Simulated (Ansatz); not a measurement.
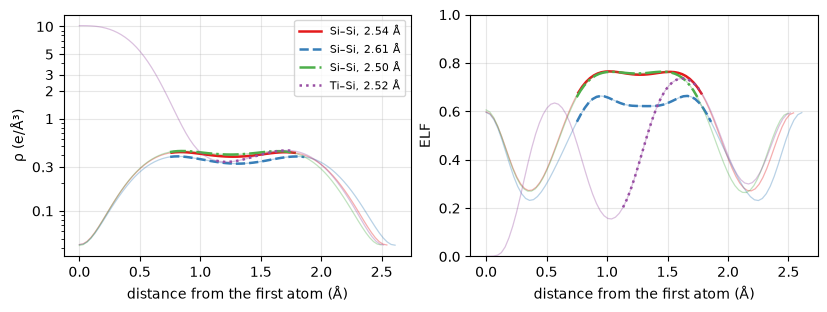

Figure 1: Ti₁₅Si₃₂ (cell with a defect). Valence charge density (pseudo) and ELF along straight lines between neighbouring atoms. Thin, pale parts lie inside the atomic spheres.

Computed without spin polarisation.

Computed with DFT PBEsol, scalar-relativistic, plane waves, PAW in Ansatz.

In a PAW calculation such maps are meaningful between the atoms, not at the nuclei.

Q: What can be read from the curves?

A: Si–Si (2.54 Å): ρ at the midpoint is about 0.39 e/Å³; the ELF peaks at about 0.75 between the atoms.
Si–Si (2.61 Å): ρ at the midpoint is about 0.33 e/Å³; the ELF peaks at about 0.65 between the atoms.
Si–Si (2.50 Å): the density is about 0.41 e/Å³ at the midpoint; the ELF peaks at about 0.75 between the atoms.
Ti–Si (2.52 Å): ρ at the midpoint is about 0.34 e/Å³; the ELF peaks at about 0.75 in the valence shell of Si, 0.9 Å from its nucleus, and is about 0.35 at the midpoint.
